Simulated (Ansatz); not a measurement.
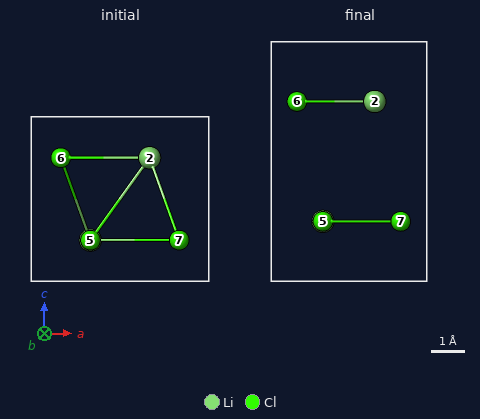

The structure of a crystal of LiCl₃ (built on the Ni3Sn (D0_19)_194 type) before (left) and after (right) a relaxation, at one scale.

Style: ball-and-stick. Shown: the cell of the calculation, along the b axis.

Case: Ni3Sn (D0_19) type (P6_3/mmc, No. 194).

Computed with Ansatz 0.2.0, DFT PBE, scalar-relativistic, plane waves, PAW.

Input
```yaml
crystal:
  lattice:
    - [6.3997562078, 0.0, 0.0]
    - [-3.1998781039, 5.542351454, 0.0]
    - [0.0, 0.0, 5.13679179]
  atoms:
    - { symbol: Li, position: [0.3333333333, 0.6666666667, 0.25] }
    - { symbol: Li, position: [0.6666666667, 0.3333333333, 0.75] }
    - { symbol: Cl, position: [0.833, 0.666, 0.25] }
    - { symbol: Cl, position: [0.167, 0.833, 0.75] }
    - { symbol: Cl, position: [0.334, 0.167, 0.25] }
    - { symbol: Cl, position: [0.167, 0.334, 0.75] }
    - { symbol: Cl, position: [0.833, 0.167, 0.25] }
    - { symbol: Cl, position: [0.666, 0.833, 0.75] }
basis:
  ecutwfc: 420
kpoints:
  mp_grid: { grid: [6, 6, 8] }
hamiltonian:
  xc: pbe
scf:
  occupations: { method: gaussian, width: 0.1 }
output:
  forces: true
  stress: true
  eigenvalues: true
relax:
  adjacent_minimum: "off"
  f_tol: 0.01
  max_steps: 80
  cell: { stress_tol: 0.05 }
```

Launched with:
```bash
ansatz run input.yaml --threads 1 --pin off --max-ram 2560MiB --backend cpu --events-out ev --progress --plain --runs-dir out
```

Q: Describe what moved and what it gained.

A: No atom moves by more than 0.005 Å relative to the cell. Cell: a = b 6.400 → 5.597 Å (−12.5 %), c 5.137 → 7.475 Å (+45.5 %). Volume +11.3 %. Near-neighbour distances that change, for instance: Li1–Cl4 3.162 → 4.072 Å, Cl3–Cl5 3.206 → 2.799 Å, Li1–Cl3 3.200 → 2.799 Å. The space group stays P6_3/mmc (No. 194). The energy falls by 1.650 eV per cell of the calculation in 13 accepted moves (15 points after the start). Largest force component: 0.37 eV/Å at the start, 0.001 eV/Å at the end. Pressure: −1.32 GPa at the start and 0.02 GPa at the end. At 2 points the geometry stayed and the basis and grid were re-selected for the new cell (energy shift of 62.5 meV per cell of the calculation at most each time).
